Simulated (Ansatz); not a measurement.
Given this structure, coordinates from a relaxation with DFT PBE, scalar-relativistic, plane waves, PAW in Ansatz; the starting structure was generated, so it need not be a known form of this composition, written in its standard cell:

```cif
data_structure
_symmetry_space_group_name_H-M 'P 1'
_symmetry_Int_Tables_number 1
_cell_length_a 7.0817
_cell_length_b 7.0817
_cell_length_c 16.7003
_cell_angle_alpha 90.000
_cell_angle_beta 90.000
_cell_angle_gamma 120.000
_cell_volume 725.32
loop_
_atom_site_label
_atom_site_type_symbol
_atom_site_fract_x
_atom_site_fract_y
_atom_site_fract_z
_atom_site_occupancy
Ir1 Ir 0.11768 0.88232 0.89450 1
Ir2 Ir 0.11768 0.23536 0.89450 1
Ir3 Ir 0.76464 0.88232 0.89450 1
Ir4 Ir 0.54898 0.45102 0.43883 1
Ir5 Ir 0.90203 0.45102 0.43883 1
Ir6 Ir 0.54898 0.09797 0.43883 1
Ir7 Ir 0.21410 0.78590 0.02673 1
Ir8 Ir 0.21410 0.42820 0.02673 1
Ir9 Ir 0.57180 0.78590 0.02673 1
Ir10 Ir 0.45257 0.54743 0.30660 1
Ir11 Ir 0.09487 0.54743 0.30660 1
Ir12 Ir 0.45257 0.90513 0.30660 1
Ir13 Ir 0.78435 0.21565 0.22783 1
Ir14 Ir 0.78435 0.56870 0.22783 1
Ir15 Ir 0.43130 0.21565 0.22783 1
Ir16 Ir 0.21565 0.78435 0.77217 1
Ir17 Ir 0.56870 0.78435 0.77217 1
Ir18 Ir 0.21565 0.43130 0.77217 1
Ir19 Ir 0.88077 0.11923 0.36007 1
Ir20 Ir 0.88077 0.76154 0.36007 1
Ir21 Ir 0.23846 0.11923 0.36007 1
Ir22 Ir 0.11923 0.88077 0.63993 1
Ir23 Ir 0.76154 0.88077 0.63993 1
Ir24 Ir 0.11923 0.23846 0.63993 1
Ir25 Ir 0.45102 0.54898 0.56117 1
Ir26 Ir 0.45102 0.90203 0.56117 1
Ir27 Ir 0.09797 0.54898 0.56117 1
Ir28 Ir 0.88232 0.11768 0.10550 1
Ir29 Ir 0.23536 0.11768 0.10550 1
Ir30 Ir 0.88232 0.76464 0.10550 1
Ir31 Ir 0.54743 0.45257 0.69340 1
Ir32 Ir 0.54743 0.09487 0.69340 1
Ir33 Ir 0.90513 0.45257 0.69340 1
Ir34 Ir 0.78590 0.21410 0.97327 1
Ir35 Ir 0.42820 0.21410 0.97327 1
Ir36 Ir 0.78590 0.57180 0.97327 1
```

**What does the kinematic electron diffraction pattern along [001] look like at 300 kV (B = 1 Å²)?**

The spots form a hexagonal net with both shortest vectors at d = 3.54 Å, 60.0° apart. They are 1 1 0 and -1 2 0. The pattern has symmetry 6mm. The lattice centring (R) removes all reflections that break −h + k + l = 3n; reflections such as 1 -5 0, 1 4 0, 4 -5 0 are allowed but too weak to see at this display level.

Strongest reflections with d > 1.07 Å, one of each family (|F|² from tabulated Gaussian fits of the electron scattering factors, times a small damping for the curvature of the Ewald sphere):

```csv
hkl,d (Å),I (strongest = 100)
6 -3 0,1.180,100
3 0 0,2.044,98
4 -2 0,1.770,9
2 -1 0,3.541,5
```

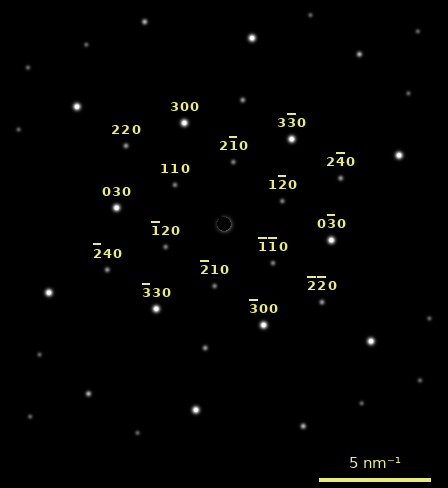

Calculated pattern, seen from the source side with [001] pointing towards the source.
